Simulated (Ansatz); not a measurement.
Input

```
crystal:
  lattice:
    - [-2.3411961555, 2.3411961555, 3.4643437739]
    - [2.3411961555, -2.3411961555, 3.4643437739]
    - [2.3411961555, 2.3411961555, -3.4643437739]
  atoms:
    - { symbol: Si, position: [0.0, 0.0, 0.0] }
    - { symbol: Si, position: [0.75, 0.25, 0.5] }
    - { symbol: O, position: [1.0212153985, 0.625, 0.8962153985] }
    - { symbol: O, position: [0.375, 0.2712153985, 0.3962153985] }
    - { symbol: O, position: [0.7287846015, 0.125, 0.1037846015] }
    - { symbol: O, position: [0.875, -0.0212153985, 0.6037846015] }
kpoints:
  mp_grid: { grid: [4, 4, 4] }
  band_path:
    path:
      - [0.0, 0.0, 0.0]
      - [0.0, 0.0, 0.5]
      - [0.25, 0.25, 0.25]
      - [0.0, 0.5, 0.0]
      - [0.5, 0.5, -0.5]
      - [0.3641756915, 0.6358243085, -0.3641756915]
      - [-0.3641756915, 0.3641756915, 0.3641756915]
      - [-0.2283513829, 0.2283513829, 0.5]
      - [0.5, 0.5, -0.2283513829]
      - [0.0, 0.375, 0.0]
    npoints: 1
hamiltonian:
  xc: hse06
scf:
  occupations: { method: fixed }
  n_extra_bands: 5
output:
  forces: true
  stress: true
  eigenvalues: true
  write_density: true
  write_potential: true
  elf: true
  volumetric_format: npy
```

Run with:

```sh
ansatz run input.yaml --threads 4 --pin off --max-ram 5529MiB --backend cpu --events-out ev --progress --plain --runs-dir out
```

Below, planes, directions and counts refer to the conventional cell (a = 4.68 Å, b = 4.68 Å, c = 6.93 Å, α = 90.00°, β = 90.00°, γ = 90.00°).

Space group I-42d; started from the measured structure prototype, which need not be the ambient phase; changed on purpose from its base cell (hydrostatic strain -5.3%); computed pressure about 6 GPa in this cell.

All numbers below come from Ansatz 0.2.0, DFT, HSE06, plane waves, PAW.

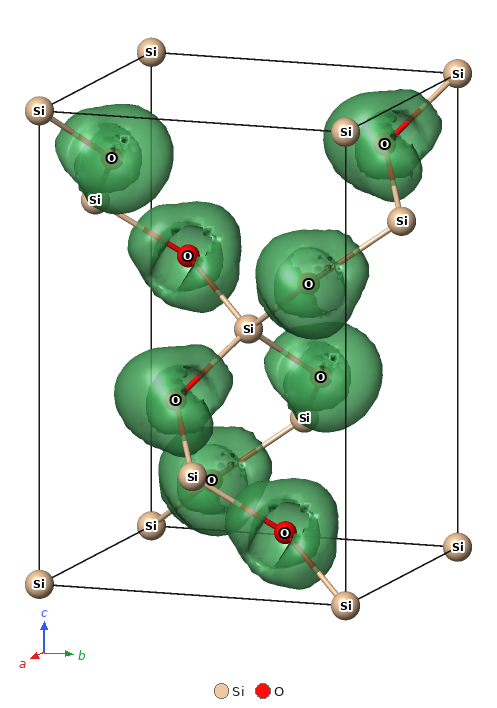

SiO$_{2}$. Isosurface of the electron localisation function at 0.8 (green), seen slightly off an axis. Only the valence region is drawn (cores and ρ < 0.01 e/Å³ removed). Sticks mark near contacts.

Question: Describe the localisation domains.

Answer: The ELF exceeds this value in eight regions on O in which the atom's valence shell and bonds are merged, counted in one cell of 12 atoms. Regions shared between cells count once. Along the contacts the grid gives the following. Si–O (1.61 Å): the ELF peaks at about 0.85 between the atoms; a shared but strongly polarised pair.
